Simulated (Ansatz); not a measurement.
The coordinates of a crystal:

```
CELL_PARAMETERS angstrom
12.27742 0.00000 0.00000
0.00000 3.04731 0.00000
-1.37710 0.00000 5.64500
ATOMIC_POSITIONS crystal
Ga 0.34127 0.00000 0.68542
Ga 0.15873 0.50000 0.31458
Ga 0.40948 0.50000 0.20460
Ga 0.09052 0.00000 0.79540
O 0.00377 0.50000 0.74407
O 0.49623 0.00000 0.25593
O 0.32678 0.50000 0.43723
O 0.17322 0.00000 0.56277
O 0.16528 0.00000 0.10959
O 0.33472 0.50000 0.89041
Ga 0.84127 0.50000 0.68542
Ga 0.65873 0.00000 0.31458
Ga 0.90948 0.00000 0.20460
Ga 0.59052 0.50000 0.79540
O 0.50377 0.00000 0.74407
O 0.99623 0.50000 0.25593
O 0.82678 0.00000 0.43723
O 0.67322 0.50000 0.56277
O 0.66528 0.50000 0.10959
O 0.83472 0.00000 0.89041
```

> Work out the structure from the coordinates.

The stoichiometry is Ga2O3. It belongs to space group C2/m (No. 12) and has a base-centred monoclinic lattice. In the cell are 8 Ga, 12 O, which makes 4 formula units. Ga takes two kinds of site: 4i with six O in a distorted octahedral arrangement at 1.94 to 2.08 Å; 4i with four O in a distorted tetrahedral arrangement at 1.84 to 1.87 Å. O takes three kinds of site: 4i with three Ga in a distorted trigonal planar arrangement at 1.84 to 1.94 Å; 4i with four Ga in a distorted tetrahedral arrangement at 1.87 to 2.08 Å; 4i with three Ga at 1.84 to 1.95 Å. The bonds build a three-dimensional framework.

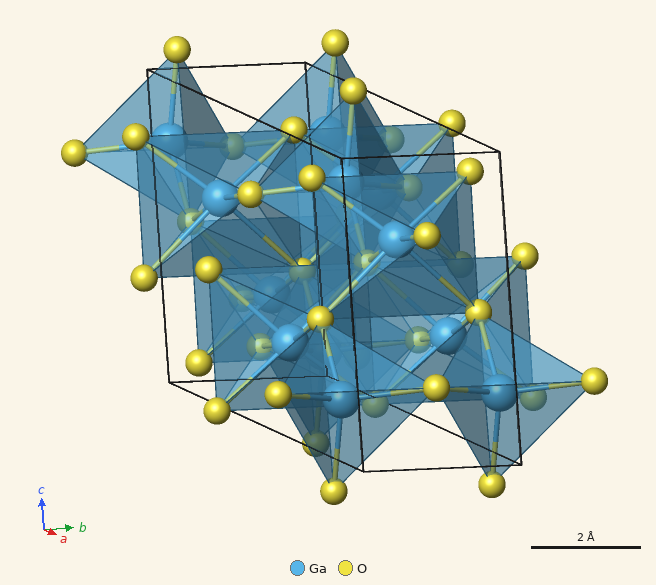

Structure drawing (polyhedral), viewed slightly off an axis. The parallelepiped is the conventional unit cell. Some atoms of the next cells are drawn as well. Colours: gallium blue, oxygen yellow.

The cell started as a structure listed in the Materials Project. A relaxation with DFT PBEsol, scalar-relativistic, plane waves, PAW (Ansatz 0.2.0) gave the geometry drawn.
